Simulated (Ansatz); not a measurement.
# Single-point calculation, with input and output: TiO$_{2}$ (part 1 of 2)

- system: TiO$_{2}$ (Imma, 48 atoms in the cell)
- method: DFT PBE, scalar-relativistic, plane waves, PAW, no spin polarisation (Ansatz 0.2.0)

The structure derives from a Materials Project entry.

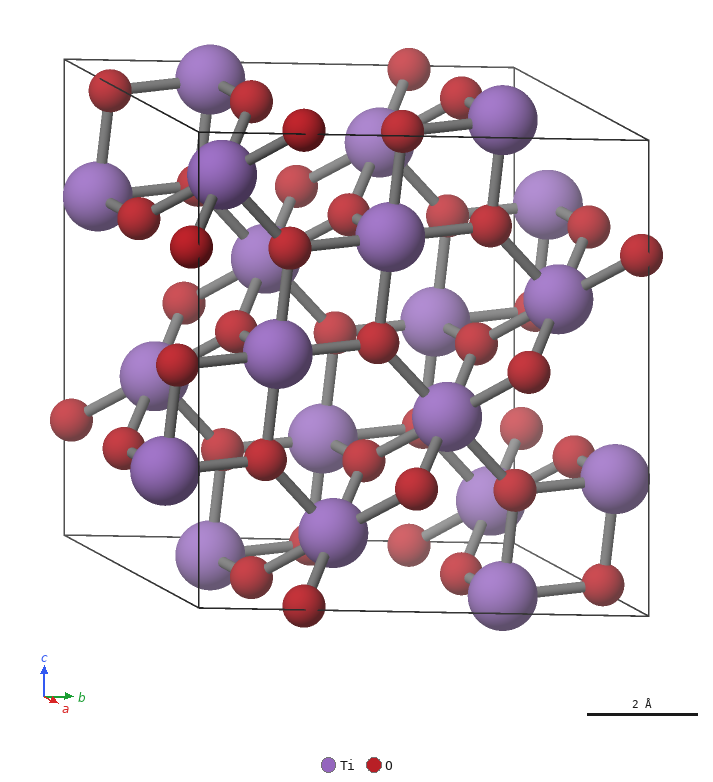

Fig. 1: The input geometry (ball-and-stick view of the cell of the calculation, seen slightly off an axis). An atom can appear more than once, as a periodic image. Near neighbours in the periodic cell (some may lie outside the picture): Ti has 6 O at 1.94 to 2.00 Å; O has 3 Ti at 1.94 to 2.00 Å.

## Input
```yaml
crystal:
  lattice:
    - [0.0, 0.0, 6.574804]
    - [5.94632, -6.574738, 0.0]
    - [5.94632, 6.574738, 0.0]
  atoms:
    - { symbol: Ti, position: [0.754755, 0.625, 0.375] }
    - { symbol: Ti, position: [0.254755, 0.625, 0.875] }
    - { symbol: Ti, position: [0.254755, 0.125, 0.375] }
    - { symbol: Ti, position: [0.754755, 0.125, 0.875] }
    - { symbol: Ti, position: [0.245245, 0.875, 0.125] }
    - { symbol: Ti, position: [0.745245, 0.875, 0.625] }
    - { symbol: Ti, position: [0.745245, 0.375, 0.125] }
    - { symbol: Ti, position: [0.245245, 0.375, 0.625] }
    - { symbol: Ti, position: [0.75, 0.0, 0.25] }
    - { symbol: Ti, position: [0.25, 0.0, 0.75] }
    - { symbol: Ti, position: [0.25, 0.5, 0.25] }
    - { symbol: Ti, position: [0.75, 0.5, 0.75] }
    - { symbol: Ti, position: [0.25, 0.25, 0.0] }
    - { symbol: Ti, position: [0.75, 0.25, 0.5] }
    - { symbol: Ti, position: [0.75, 0.75, 0.0] }
    - { symbol: Ti, position: [0.25, 0.75, 0.5] }
    - { symbol: O, position: [0.054918, 0.999926, 0.249926] }
    - { symbol: O, position: [0.554918, 0.999926, 0.749926] }
    - { symbol: O, position: [0.554918, 0.499926, 0.249926] }
    - { symbol: O, position: [0.054918, 0.499926, 0.749926] }
    - { symbol: O, position: [0.750384, 0.02745, 0.47255] }
    - { symbol: O, position: [0.250384, 0.02745, 0.97255] }
    - { symbol: O, position: [0.250384, 0.52745, 0.47255] }
    - { symbol: O, position: [0.750384, 0.52745, 0.97255] }
    - { symbol: O, position: [0.054919, 0.750074, 7.4e-05] }
    - { symbol: O, position: [0.554919, 0.750074, 0.500074] }
    - { symbol: O, position: [0.55492, 0.250074, 7.4e-05] }
    - { symbol: O, position: [0.05492, 0.250074, 0.500074] }
    - { symbol: O, position: [0.750383, 0.22255, 0.27745] }
    - { symbol: O, position: [0.250383, 0.22255, 0.77745] }
    - { symbol: O, position: [0.250382, 0.72255, 0.27745] }
    - { symbol: O, position: [0.750382, 0.72255, 0.77745] }
    - { symbol: O, position: [0.249617, 0.27745, 0.22255] }
    - { symbol: O, position: [0.749617, 0.27745, 0.72255] }
    - { symbol: O, position: [0.749618, 0.77745, 0.22255] }
    - { symbol: O, position: [0.249618, 0.77745, 0.72255] }
    - { symbol: O, position: [0.249616, 0.47255, 0.02745] }
    - { symbol: O, position: [0.749616, 0.47255, 0.52745] }
    - { symbol: O, position: [0.749616, 0.97255, 0.02745] }
    - { symbol: O, position: [0.249616, 0.97255, 0.52745] }
    - { symbol: O, position: [0.94508, 0.749926, 0.499926] }
    - { symbol: O, position: [0.44508, 0.749926, 0.999926] }
    - { symbol: O, position: [0.445081, 0.249926, 0.499926] }
    - { symbol: O, position: [0.945081, 0.249926, 0.999926] }
    - { symbol: O, position: [0.945081, 0.500074, 0.250074] }
    - { symbol: O, position: [0.445081, 0.500074, 0.750074] }
    - { symbol: O, position: [0.445082, 7.5e-05, 0.250074] }
    - { symbol: O, position: [0.945082, 7.5e-05, 0.750074] }
basis:
  ecutwfc: 420
  fft_grid_basis: typed
kpoints:
  mp_grid: { grid: [2, 2, 2] }
hamiltonian:
  xc: pbe
  pseudopotentials: { kind: paw }
scf:
  occupations: { method: gaussian, width: 0.05 }
output:
  forces: true
  stress: false
  eigenvalues: true
  bader: false
  write_density: true
  volumetric_format: npy
```

Machine: 4 threads of Arm Neoverse V1, 24 GiB of memory available, shared host.

Launch command:
```bash
ansatz run input.yaml --threads 4 --pin off --max-ram 10240MiB --backend cpu --events-out ev --progress --plain --runs-dir out
```

## Output
```
Warning: the atoms were moved onto the symmetric positions of the space group found under crystal.symmetry.tolerance 1.0e-5 (fractional; no operation is sought that the atoms, as they stand in a round, miss by more than twice it, and no atom is moved by as much as it), and the run uses the moved positions. Before a round's move an operation carried an atom to 1.63e-5 Å from where it should land, the largest such distance. Atom 46 (counting from 0) moved farthest, by 1.02e-5 Å; the longest move in fractions of the cell, of whichever atom, is 0.12 of the tolerance, in 1 round. To run the atoms as typed, lower crystal.symmetry.tolerance until the operations that they miss are no longer found, or set crystal.symmetry.detect: false (a key that needs symmetry detection or time reversal refuses this as the deck is read). The positions used, in the order of the run's atom list: position: [0.7547550000000001, 0.625, 0.375]; position: [0.25475499999999995, 0.625, 0.875]; position: [0.25475499999999995, 0.125, 0.375]; position: [0.7547550000000001, 0.125, 0.875]; position: [0.24524500000000005, 0.875, 0.125]; position: [0.745245, 0.875, 0.625]; position: [0.745245, 0.375, 0.125]; position: [0.24524500000000005, 0.375, 0.625]; position: [0.75, 1.0126874454466199e-18, 0.25]; position: [0.25, 1.0126874454466199e-18, 0.75]; position: [0.25, 0.5, 0.25]; position: [0.75, 0.5, 0.75]; position: [0.25, 0.25, 0.0]; position: [0.75, 0.25, 0.5]; position: [0.75, 0.75, 0.0]; position: [0.25, 0.75, 0.5]; position: [0.05491887500000002, 0.9999259375, 0.24992593749999995]; position: [0.554918875, 0.9999259375, 0.7499259374999999]; position: [0.554918875, 0.4999259375, 0.24992593749999995]; position: [0.05491887500000002, 0.4999259375, 0.7499259374999999]; position: [0.7503832500000001, 0.02744999999999998, 0.47255]; position: [0.25038325, 0.02744999999999998, 0.97255]; position: [0.25038325, 0.52745, 0.47255]; position: [0.7503832500000001, 0.52745, 0.97255]; position: [0.05491887500000002, 0.7500740625, 7.406250000002016e-5]; position: [0.554918875, 0.7500740625, 0.5000740625]; position: [0.554918875, 0.2500740625, 7.406250000002016e-5]; position: [0.05491887500000002, 0.2500740625, 0.5000740625]; position: [0.7503832500000001, 0.22255000000000003, 0.27745]; position: [0.25038325, 0.22255000000000003, 0.77745]; position: [0.25038325, 0.72255, 0.27745]; position: [0.7503832500000001, 0.72255, 0.77745]; position: [0.24961675, 0.27745, 0.22255]; position: [0.74961675, 0.27745, 0.72255]; position: [0.74961675, 0.77745, 0.22255]; position: [0.24961675, 0.77745, 0.72255]; position: [0.24961675, 0.47255, 0.02745]; position: [0.74961675, 0.47255, 0.52745]; position: [0.74961675, 0.97255, 0.02745]; position: [0.24961675, 0.97255, 0.52745]; position: [0.945081125, 0.7499259375, 0.4999259375]; position: [0.445081125, 0.7499259375, 0.9999259374999999]; position: [0.445081125, 0.2499259375, 0.4999259375]; position: [0.945081125, 0.2499259375, 0.9999259374999999]; position: [0.945081125, 0.5000740625000001, 0.2500740625]; position: [0.445081125, 0.5000740625000001, 0.7500740625]; position: [0.445081125, 7.406250000005535e-5, 0.2500740625]; position: [0.945081125, 7.406250000005535e-5, 0.7500740625];
Engine: ansatz 0.2.0, aarch64-unknown-linux-gnu
Pseudopotentials: kind: paw
Pseudopotential: Ti, paw, valence charge 12, recommended cutoff 420 eV (normal), Ti.paw.azcp
Pseudopotential: O, paw, valence charge 6, recommended cutoff 420 eV (normal), O.paw.azcp
Functional definition: PBE
  parameter kappa = 0.804
  parameter beta = 0.06672455060314922
  exchange = pbe_x(kappa = kappa, mu = beta*pi^2/3)
  correlation = pbe_c(beta = beta)
Crystal: 48 atoms, lattice volume = 514.090 Å³
Basis set: ecut = 420 eV, 10071 PW (Γ), exchange–correlation on 90×120×120 points (8 copies of the dense FFT grid, shifted against one another)
Bands: 240, of which v1, the nominal top of the filled ones, is band 192 counted from 1 (191 counted from 0)
Symmetry: 32 space group operations
Space group: Imma (ITA 74), of the structure as read, at distance tolerance 8.0e-5 Å
k-points: 6 of 8
Non-local potential: Ti, projectors of the file, l = 0: 3, l = 1: 2, l = 2: 3, l = 3: 1
Non-local potential: O, projectors of the file, l = 0: 2, l = 1: 2, l = 2: 1
PAW form: soft (Blöchl's): semilocal exchange-correlation on the pseudo side does not see the compensation charge
PAW one-centre angular grid: Ti, 590 points (default); XC on 64 Gauss nodes
PAW one-centre angular grid: O, 110 points (default); XC on 64 Gauss nodes
Initial density: superposition of atomic densities (neutral atoms: chi_scale 0, normalization atom), corrected by the library's trained network
Initial wavefunctions: pseudopotential atomic-orbital guess
Functional: x = pbe(κ = 0.804, μ = 0.2195149727645171), c = pbe(β = 0.06672455060314922)
SCF iter   1: F=—  HF=-58218.279504 eV  |F-HF|=—  |Δ(HF+E_count)|=         —  Δρ=2.01e-3  dr2=1.02e-2  ethr=1.77e-3  ⟨swp⟩=4.5  Hψ=5389  notcnv=0  defer=1
preconditioner: auto → Resta (q_TF=auto, 2.599 Å⁻¹)  ε∞=9.0  [insulator: Δε(μ)=1.815 eV  Ē_g=9.249 eV  σ=0.050 eV  W_gap=1.00  n_scr=156 (ndim 8)  ℏωp=26.2 eV  f_vac=0.024  D(μ)=0.00/eV (n_scr^D=0)  ε∞_Penn≈9.0]
SCF iter   2: F=—  HF=-58218.285547 eV  |F-HF|=—  |Δ(HF+E_count)|=   6.04e-3  Δρ=1.19e-3  dr2=3.38e-3  ethr=2.65e-6  ⟨swp⟩=2.0  Hψ=2800  notcnv=0  defer=1
SCF iter   3: F=—  HF=-58218.288257 eV  |F-HF|=—  |Δ(HF+E_count)|=   2.71e-3  Δρ=6.22e-4  dr2=1.26e-3  ethr=8.80e-7  ⟨swp⟩=2.0  Hψ=1854  notcnv=0
automatic band count: iteration 3 solves 222 bands in place of 240: the levels show a gap, and the empty bands left out lie too high to hold charge; the band table lists the bands solved (type scf.n_extra_bands for more)
SCF iter   4: F=—  HF=-58218.289197 eV  |F-HF|=—  |Δ(HF+E_count)|=   9.40e-4  Δρ=1.16e-4  dr2=5.72e-5  ethr=3.28e-7  ⟨swp⟩=2.0  Hψ=1762  notcnv=0
SCF iter   5: F=—  HF=-58218.292415 eV  |F-HF|=—  |Δ(HF+E_count)|=   3.22e-3  Δρ=7.12e-5  dr2=2.48e-5  ethr=1.49e-8  ⟨swp⟩=2.0  Hψ=2340  notcnv=0
SCF iter   6: F=—  HF=-58218.292421 eV  |F-HF|=—  |Δ(HF+E_count)|=   5.69e-6  Δρ=3.38e-5  dr2=6.99e-6  ethr=6.45e-9  ⟨swp⟩=2.0  Hψ=1898  notcnv=0
SCF iter   7: F=—  HF=-58218.292421 eV  |F-HF|=—  |Δ(HF+E_count)|=   1.47e-8  Δρ=1.20e-5  dr2=6.79e-7  ethr=1.82e-9  ⟨swp⟩=2.0  Hψ=1761  notcnv=0
SCF iter   8: F=-58218.292421 eV  HF=-58218.292421 eV  |F-HF|=2.54e-8  |Δ(HF+E_count)|=   5.67e-7  Δρ=4.16e-6  dr2=8.90e-8  ethr=2.60e-11  ⟨swp⟩=6.5  Hψ=5471  notcnv=0
SCF 1 converged in 8 iterations: F = -58218.292421 eV  dr2 = 8.90e-8
  greatest PAW one-centre occupation: 0.999 electrons in one spin orbital (limit 2), on the Ti atom at site 7 (counted from 0), in its partial waves of l = 0
```

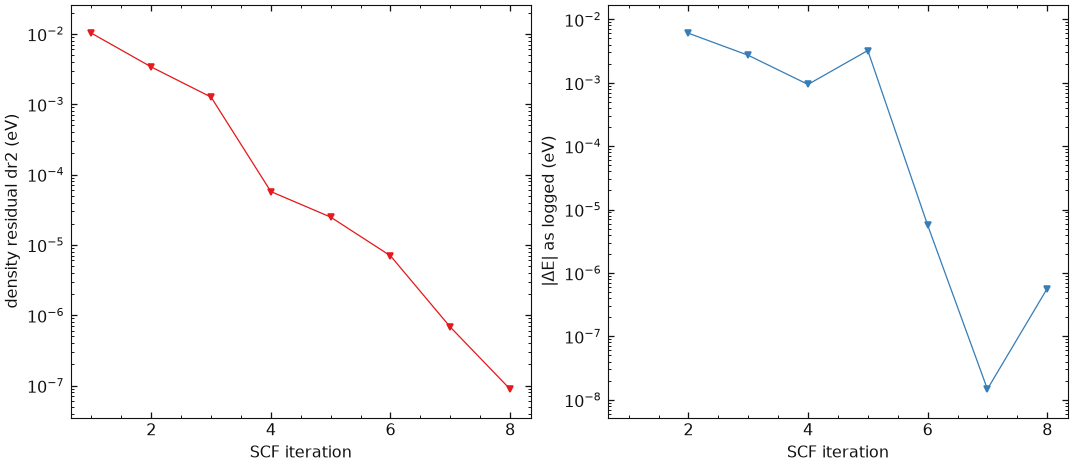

Fig. 2: Convergence of the self-consistent field: density residual dr2 and size of the energy change against the SCF iteration. The residual falls at every step.

```
SCF converged after 8 iterations
Free energy (F): -58218.292421 eV
Harris-Foulkes:  -58218.292421 eV  (|F-HF|=2.54e-8)
Internal energy: -58218.292421 eV  (E = F + TS)
E sigma→0 (E₀):  -58218.292421 eV
Fermi energy:    9.609309 eV
--- Per-component energies (eV) ---
  E_band       = -3284.284304
  E_kinetic    = 9945.213301
  E_local      = -25098.613297  (includes V_loc(G=0)·N_el)
  E_nonlocal   = 1569.559847
  E_hartree    = 9540.352631
  E_xc         = -3935.042725
  E_vxc        = -4982.962815  (∫ρ·V_xc dr)
  E_paw        = -21770.440723  (= ΣΔE_a)
  E_vpaw       = -3798.225825  (= ΣTr[D̂ρ^β])
  E_aug_tail   = 0.081767  (compensation charges beyond the density's cutoff)
  E_ewald      = -28469.403223
  E_smearing   = -0.000000  (= −TS)
  E_closure    = -0.000000  (closes the sum)
  Σ components = -58218.292421   (vs F -58218.292421, Δ=0.00e0)
--- Forces (eV/Å), atoms counted from 1 ---
  atom   1  Ti     0.00000000     0.00000000    -0.00134509
  atom   2  Ti    -0.00000000     0.00000000    -0.00134509
  atom   3  Ti     0.00000000    -0.00000000    -0.00134509
  atom   4  Ti     0.00000000     0.00000000    -0.00134509
  atom   5  Ti     0.00000000    -0.00000000     0.00134509
  atom   6  Ti     0.00000000     0.00000000     0.00134509
  atom   7  Ti     0.00000000     0.00000000     0.00134509
  atom   8  Ti     0.00000000    -0.00000000     0.00134509
  atom   9  Ti     0.00000000     0.00000000    -0.00000000
  atom  10  Ti     0.00000000     0.00000000     0.00000000
  atom  11  Ti     0.00000000     0.00000000     0.00000000
  atom  12  Ti     0.00000000    -0.00000000    -0.00000000
  atom  13  Ti     0.00000000     0.00000000     0.00000000
  atom  14  Ti     0.00000000    -0.00000000     0.00000000
  atom  15  Ti     0.00000000     0.00000000     0.00000000
  atom  16  Ti     0.00000000    -0.00000000     0.00000000
  atom  17  O     -0.02497829     0.00000000     0.04213021
  atom  18  O     -0.02497829     0.00000000     0.04213021
  atom  19  O     -0.02497829    -0.00000000     0.04213021
  atom  20  O     -0.02497829    -0.00000000     0.04213021
  atom  21  O     -0.00000000    -0.06145156    -0.01802938
  atom  22  O     -0.00000000    -0.06145156    -0.01802938
  atom  23  O     -0.00000000    -0.06145156    -0.01802938
  atom  24  O     -0.00000000    -0.06145156    -0.01802938
  atom  25  O      0.02497829     0.00000000     0.04213021
  atom  26  O      0.02497829    -0.00000000     0.04213021
  atom  27  O      0.02497829     0.00000000     0.04213021
  atom  28  O      0.02497829    -0.00000000     0.04213021
  atom  29  O     -0.00000000     0.06145156    -0.01802938
  atom  30  O      0.00000000     0.06145156    -0.01802938
  atom  31  O      0.00000000     0.06145156    -0.01802938
  atom  32  O     -0.00000000     0.06145156    -0.01802938
  atom  33  O     -0.00000000    -0.06145156     0.01802938
  atom  34  O     -0.00000000    -0.06145156     0.01802938
  atom  35  O     -0.00000000    -0.06145156     0.01802938
  atom  36  O     -0.00000000    -0.06145156     0.01802938
  atom  37  O      0.00000000     0.06145156     0.01802938
  atom  38  O      0.00000000     0.06145156     0.01802938
  atom  39  O      0.00000000     0.06145156     0.01802938
  atom  40  O      0.00000000     0.06145156     0.01802938
  atom  41  O     -0.02497829    -0.00000000    -0.04213021
  atom  42  O     -0.02497829     0.00000000    -0.04213021
  atom  43  O     -0.02497829    -0.00000000    -0.04213021
  atom  44  O     -0.02497829    -0.00000000    -0.04213021
  atom  45  O      0.02497829     0.00000000    -0.04213021
  atom  46  O      0.02497829     0.00000000    -0.04213021
  atom  47  O      0.02497829     0.00000000    -0.04213021
  atom  48  O      0.02497829    -0.00000000    -0.04213021
  max |Σ_I F_I| component: 1.04e-16 eV/Å
--- Band table (eV; the first three rows and the last of 6) ---
```
